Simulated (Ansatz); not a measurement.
## MnSb: single-point calculation (part 1 of 2)

- system: MnSb (P6₃/mmc, 4 atoms in the cell)
- method: DFT, PBEsol, PAW with Ansatz's default frozen-core files, scalar-relativistic, spin-polarised (Ansatz 0.2.0)

The structure derives from an entry of the Crystallography Open Database. Its volume is 0.85 times that of the source entry. It belongs to a series of runs on one base structure; here: volume scaled by 0.85, start moments a quarter as large, PAW files. Figures and captions count atoms from 1; the log counts them from 0 in places.

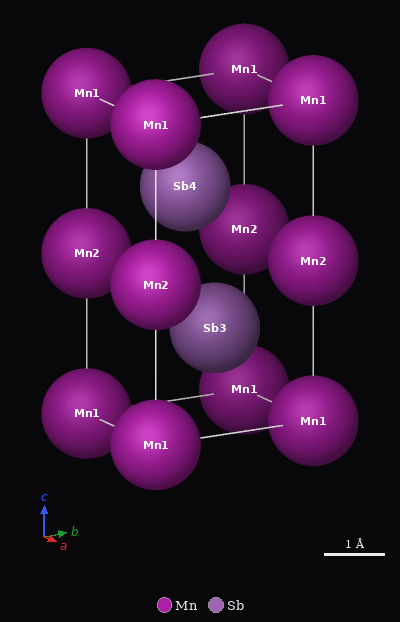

**Figure 1.** The input geometry (spheres-only view of the cell of the calculation, seen slightly off an axis; atoms are numbered from 1 in the order of the input). An atom can appear more than once, as a periodic image.

Key numbers

| quantity | value |
| --- | --- |
| outcome | converged |
| space group (tolerance 0.01 Å) | P6₃/mmc (194) |
| electrons treated | 60 |
| free energy | −20553.6452 eV |
| Fermi energy | 14.626 eV |
| net moment of the cell | 5.38 μB |
| integrated absolute moment | 6.02 μB |
| pressure | 1.56 GPa |
| largest force (length of the vector) | under 0.001 eV/Å |
| hardware | 2 threads of Intel Xeon (Sapphire Rapids), 32 GiB of memory available, shared host |
| wall time | 8.6 s (CPU time 17 s) |
| peak memory | 0.56 GiB |

Input
```yaml
crystal:
  lattice:
    - [3.9311631843, 0.0, 0.0]
    - [-1.9655815922, 3.404487184, 0.0]
    - [0.0, 0.0, 5.4752104109]
  atoms:
    - { symbol: Mn, position: [0.0, 0.0, 0.0], spin: 1.0 }
    - { symbol: Mn, position: [0.0, 0.0, 0.5], spin: 1.0 }
    - { symbol: Sb, position: [0.3333333333, 0.6666666667, 0.25] }
    - { symbol: Sb, position: [0.6666666667, 0.3333333333, 0.75] }
magnetization:
  spin_polarized: true
kpoints:
  mp_grid: { grid: [9, 9, 6] }
scf:
  occupations: { method: fermi_dirac, width: 0.1 }
  lower_state_search: "off"
hamiltonian:
  xc: pbesol
  pseudopotentials: { kind: paw }
output:
  forces: true
  stress: true
  eigenvalues: true
  write_density: true
  write_potential: true
  elf: true
  volumetric_format: npy
```

Run as:
```bash
ansatz run input.yaml --threads 2 --pin off --max-ram 6144MiB --backend cpu --events-out ev --progress --plain --runs-dir out
```

Log
```
Engine: ansatz 0.2.0, x86_64-unknown-linux-gnu
Pseudopotentials: kind: paw
Pseudopotential: Mn, paw, valence charge 15, recommended cutoff 420 eV (normal), Mn.paw.azcp
Pseudopotential: Sb, paw, valence charge 15, recommended cutoff 420 eV (normal), Sb.paw.azcp
Functional definition: PBEsol
  exchange = pbesol_x
  correlation = pbesol_c
Crystal: 4 atoms, lattice volume = 73.278 Å³
Basis set: ecut = 420 eV, 1459 PW (Γ), exchange–correlation on 54×54×80 points (8 copies of the dense FFT grid, shifted against one another)
Bands: 38, of which v1, the nominal top of the filled ones, is band 30 counted from 1 (29 counted from 0)
Symmetry: 24 space group operations
Space group: P63/mmc (ITA 194), of the structure as read, at distance tolerance 4.2e-5 Å
Magnetic group: BNS 194.263 (UNI 1493), of the structure as read, at distance tolerance 4.2e-5 Å
k-points: 48 of 486
Non-local potential: Mn, projectors of the file, l = 0: 3, l = 1: 2, l = 2: 3, l = 3: 1
Non-local potential: Sb, projectors of the file, l = 0: 2, l = 1: 2, l = 2: 2, l = 3: 2
PAW form: soft (Blöchl's): semilocal exchange-correlation on the pseudo side does not see the compensation charge
PAW frozen core: Mn, regenerated for the run's functional, and the local potential with it (the file was generated under x = pbe(κ = 0.804, μ = 0.2195149727645171), c = pbe(β = 0.06672455060314922))
PAW frozen core: Sb, regenerated for the run's functional, and the local potential with it (the file was generated under x = pbe(κ = 0.804, μ = 0.2195149727645171), c = pbe(β = 0.06672455060314922))
PAW one-centre angular grid: Mn, 590 points (default); XC on 64 Gauss nodes
PAW one-centre angular grid: Sb, 590 points (default); XC on 64 Gauss nodes
Initial density: superposition of atomic densities (chi_scale 0.1, normalization cell)
Starting moments: Σ|m| = 2 μB on 2 of 4 sites
Initial wavefunctions: pseudopotential atomic-orbital guess
Functional: x = pbesol(κ = 0.804, μ = 0.12345679012345678), c = pbesol(β = 0.046)
SCF iter   1: F=—  HF=-20554.504672 eV  |F-HF|=—  |Δ(HF+E_count)|=         —  Δρ=6.55e-2 (↑6.55e-2 ↓3.01e-2)  dr2=1.01e1  dr2_m=2.72e-1  M=2.410 μB ∫|m|=2.659 μB  β_m=1.00  ethr=3.10e-3  ⟨swp⟩=6.0  Hψ=13861  notcnv=0
preconditioner: auto → Kerker (q_TF=auto, 2.639 Å⁻¹)  [metal: Δε(μ)=0.010 eV  Ē_g=16.865 eV  σ=0.100 eV  W_gap=0.02  n_scr=22 (ndim 8)  ℏωp=28.8 eV  f_vac=0.000  D(μ)=6.01/eV (n_scr^D=60)]
spin=Collinear: Kerker preconditioning applied to the charge; magnetization (m = ρ↑ − ρ↓) channel mixes plain (no charge-response kernel on spin).
SCF iter   2: F=—  HF=-20553.522210 eV  |F-HF|=—  |Δ(HF+E_count)|=   9.82e-1  Δρ=3.02e-2 (↑2.02e-2 ↓3.02e-2)  dr2=1.06e0  dr2_m=1.89e-1  M=2.973 μB ∫|m|=3.256 μB  β_m=1.00  ethr=3.10e-3  ⟨swp⟩=3.0  Hψ=6383  notcnv=0  defer=34
SCF iter   3: F=—  HF=-20553.351381 eV  |F-HF|=—  |Δ(HF+E_count)|=   1.71e-1  Δρ=1.84e-2 (↑1.84e-2 ↓1.74e-2)  dr2=7.67e-1  dr2_m=1.24e-1  M=3.390 μB ∫|m|=3.727 μB  β_m=1.00  ethr=1.77e-3  ⟨swp⟩=2.1  Hψ=4985  notcnv=0  defer=24
SCF iter   4: F=—  HF=-20553.180967 eV  |F-HF|=—  |Δ(HF+E_count)|=   1.70e-1  Δρ=1.36e-2 (↑1.29e-2 ↓1.36e-2)  dr2=2.79e-2  dr2_m=1.12e-1  M=3.791 μB ∫|m|=4.165 μB  β_m=1.00  ethr=1.28e-3  ⟨swp⟩=2.6  Hψ=5656  notcnv=0  defer=24
SCF iter   5: F=—  HF=-20553.244753 eV  |F-HF|=—  |Δ(HF+E_count)|=   6.38e-2  Δρ=1.16e-2 (↑7.20e-3 ↓1.16e-2)  dr2=3.95e-2  dr2_m=5.52e-2  M=4.083 μB ∫|m|=4.494 μB  β_m=1.00  ethr=4.65e-5  ⟨swp⟩=2.7  Hψ=6725  notcnv=0  defer=10
SCF iter   6: F=—  HF=-20553.323050 eV  |F-HF|=—  |Δ(HF+E_count)|=   7.83e-2  Δρ=6.65e-3 (↑6.65e-3 ↓6.38e-3)  dr2=2.22e-3  dr2_m=2.77e-2  M=4.265 μB ∫|m|=4.717 μB  β_m=1.00  ethr=4.65e-5  ⟨swp⟩=2.0  Hψ=6494  notcnv=0  defer=10
SCF iter   7: F=—  HF=-20553.399061 eV  |F-HF|=—  |Δ(HF+E_count)|=   7.60e-2  Δρ=6.59e-3 (↑6.59e-3 ↓4.99e-3)  dr2=2.52e-3  dr2_m=2.19e-2  M=4.423 μB ∫|m|=4.905 μB  β_m=0.30  ethr=3.69e-6  ⟨swp⟩=2.0  Hψ=6781  notcnv=0  defer=10
Mixer restart at iter 7: flushing history
spin-set hold released at iteration 7 (site moments contracting): the magnetisation degrees of freedom join the quasi-Newton model from the next iteration; the mixer history was flushed
SCF iter   8: F=—  HF=-20553.483525 eV  |F-HF|=—  |Δ(HF+E_count)|=   8.45e-2  Δρ=8.38e-3 (↑8.38e-3 ↓7.75e-3)  dr2=1.87e-3  dr2_m=4.30e-2  M=4.534 μB ∫|m|=5.032 μB  β_m=0.41  ethr=3.69e-6  ⟨swp⟩=2.0  Hψ=6875  notcnv=0  defer=10
SCF iter   9: F=—  HF=-20553.606362 eV  |F-HF|=—  |Δ(HF+E_count)|=   1.23e-1  Δρ=1.05e-2 (↑1.05e-2 ↓7.86e-3)  dr2=4.79e-3  dr2_m=5.60e-2  M=4.889 μB ∫|m|=5.440 μB  β_m=0.64  ethr=3.12e-6  ⟨swp⟩=2.9  Hψ=7696  notcnv=0  defer=10
SCF iter  10: F=—  HF=-20553.664130 eV  |F-HF|=—  |Δ(HF+E_count)|=   5.78e-2  Δρ=8.24e-3 (↑6.48e-3 ↓8.24e-3)  dr2=1.45e-1  dr2_m=1.28e-3  M=5.309 μB ∫|m|=5.901 μB  β_m=0.57  ethr=3.12e-6  ⟨swp⟩=2.9  Hψ=8025  notcnv=0  defer=10
SCF iter  11: F=—  HF=-20553.644853 eV  |F-HF|=—  |Δ(HF+E_count)|=   1.93e-2  Δρ=9.09e-4 (↑8.47e-4 ↓9.09e-4)  dr2=3.06e-4  dr2_m=4.48e-4  M=5.374 μB ∫|m|=5.996 μB  β_m=0.79  ethr=3.12e-6  ⟨swp⟩=2.6  Hψ=8184  notcnv=0  defer=11
SCF iter  12: F=—  HF=-20553.645161 eV  |F-HF|=—  |Δ(HF+E_count)|=   3.08e-4  Δρ=4.26e-4 (↑3.57e-4 ↓4.26e-4)  dr2=6.24e-5  dr2_m=9.08e-5  M=5.373 μB ∫|m|=5.997 μB  β_m=0.89  ethr=5.09e-7  ⟨swp⟩=2.0  Hψ=6434  notcnv=0  defer=11
SCF iter  13: F=—  HF=-20553.645250 eV  |F-HF|=—  |Δ(HF+E_count)|=   8.88e-5  Δρ=1.01e-4 (↑8.72e-5 ↓1.01e-4)  dr2=2.05e-5  dr2_m=7.37e-7  M=5.384 μB ∫|m|=6.011 μB  β_m=0.89  ethr=1.04e-7  ⟨swp⟩=2.1  Hψ=6497  notcnv=0  defer=11
SCF iter  14: F=—  HF=-20553.645248 eV  |F-HF|=—  |Δ(HF+E_count)|=   2.02e-6  Δρ=2.77e-5 (↑2.55e-5 ↓2.77e-5)  dr2=2.05e-6  dr2_m=1.82e-8  M=5.384 μB ∫|m|=6.010 μB  β_m=0.94  ethr=3.42e-8  ⟨swp⟩=2.2  Hψ=5043  notcnv=0  defer=11
SCF iter  15: F=—  HF=-20553.645248 eV  |F-HF|=—  |Δ(HF+E_count)|=   1.30e-8  Δρ=1.83e-5 (↑1.83e-5 ↓1.39e-5)  dr2=7.49e-7  dr2_m=4.94e-9  M=5.384 μB ∫|m|=6.011 μB  β_m=0.91  ethr=3.42e-9  ⟨swp⟩=1.0  Hψ=3637  notcnv=0  defer=11
SCF iter  16: F=-20553.645248 eV  HF=-20553.645248 eV  |F-HF|=3.04e-8  |Δ(HF+E_count)|=   1.04e-7  Δρ=4.73e-6 (↑4.44e-6 ↓4.73e-6)  dr2=5.55e-8  dr2_m=1.99e-10  M=5.384 μB ∫|m|=6.010 μB  ethr=1.67e-10  ⟨swp⟩=7.1  Hψ=22881  notcnv=0
SCF 1 converged in 16 iterations: F = -20553.645248 eV  dr2 = 5.55e-8
  greatest PAW one-centre occupation: 1.002 electrons in one spin orbital (limit 2), on the Mn atom at site 1 (counted from 0), in its partial waves of l = 1
```

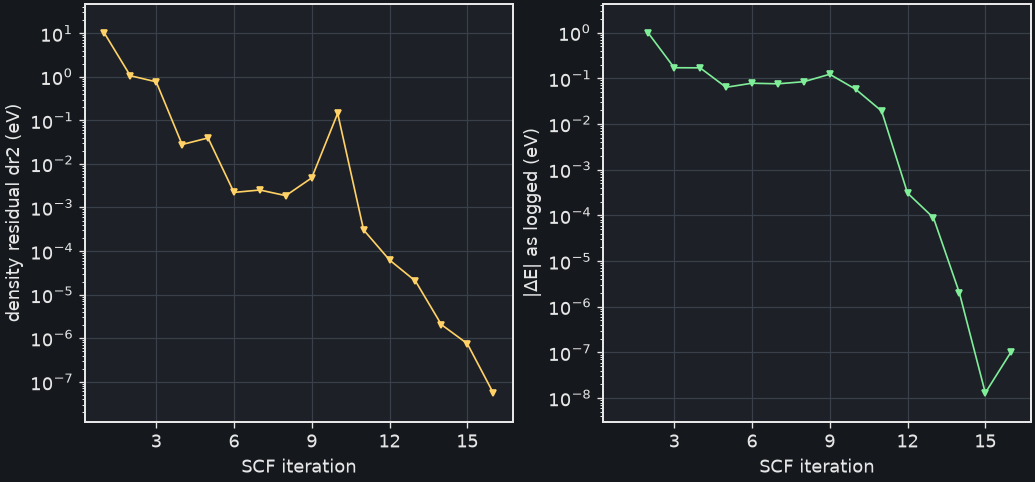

**Figure 2.** Convergence of the self-consistent field: density residual dr2 and size of the energy change against the SCF iteration. The residual falls unevenly and jumps up by a factor of two or more 2 times on the way down.

```
SCF converged after 16 iterations
Magnetization: 5.3836 μB (32.6918 up, 27.3082 down)
Absolute magnetization: 6.0174 μB (∫|ρ↑−ρ↓|, with the PAW one-centre terms)
Spin contamination: 0.1818 ħ² per cell (⟨S²⟩ above its minimum at these occupations)
Per-site moments (μB) at R_I (Å): [(2.709477951866426, 1.0933171115354952), (2.7094779518664276, 1.0933171115354952), (-0.08442075203216591, 1.0933171115354952), (-0.08442075203216552, 1.0933171115354952)]
Free energy (F): -20553.645248 eV
Harris-Foulkes:  -20553.645248 eV  (|F-HF|=3.04e-8)
Internal energy: -20553.531462 eV  (E = F + TS)
E sigma→0 (E₀):  -20553.588355 eV
Entropy (-TS):   -0.113786 eV (-28.447 meV/atom)
Fermi energy:    14.626235 eV
--- Per-component energies (eV) ---
  E_band       = -686.162092
  E_kinetic    = 1033.916171
  E_local      = -6850.411879  (includes V_loc(G=0)·N_el)
  E_nonlocal   = 1225.365605
  E_hartree    = 2996.272664
  E_xc         = -503.078419
  E_vxc        = -486.783248  (∫ρ·V_xc dr)
  E_paw        = -11550.239401  (= ΣΔE_a)
  E_vpaw       = -1600.782139  (= ΣTr[D̂ρ^β])
  E_aug_tail   = -0.000024  (compensation charges beyond the density's cutoff)
  E_ewald      = -6906.359193
  E_core_change = 1.003015  (= ΣΔE_core)
  E_smearing   = -0.113786  (= −TS)
  E_closure    = -0.000000  (closes the sum)
  Σ components = -20553.645248   (vs F -20553.645248, Δ=0.00e0)
--- Forces (eV/Å), atoms counted from 1 ---
  atom   1  Mn     0.00000000    -0.00000000    -0.00000000
  atom   2  Mn     0.00000000    -0.00000000     0.00000000
  atom   3  Sb    -0.00000000     0.00000000     0.00000000
  atom   4  Sb     0.00000000    -0.00000000    -0.00000000
  max |Σ_I F_I| component: 9.25e-18 eV/Å
--- Stress (GPa, compression-positive) ---
        2.170831      -0.000000       0.000000
       -0.000000       2.170831       0.000000
        0.000000       0.000000       0.328144
  P = ⅓ Tr σ = 1.5566 GPa (15.566 kbar)
--- Band table (eV; the first three rows and the last of 96) ---
  k-point 0 ↑: bands = ["-65.6949", "-65.6799", "-34.6823", "-34.6823", "-34.6669", "-34.6669", "-34.4875", "-34.3356", "-14.3513", "-14.3513", "-14.3147", "-14.3104", "-14.3069", "-14.3069", "-14.2990", "-14.2990", "-14.2949", "-14.2949", "1.9996", "5.7749", "8.2410", "10.4892", "10.4892", "11.3900", "11.8260", "11.8260", "12.2581", "12.2581", "13.2293", "13.2293", "14.9165", "15.4063", "15.4063", "17.7637", "17.7637", "17.8721", "17.9850", "20.7974"]
```
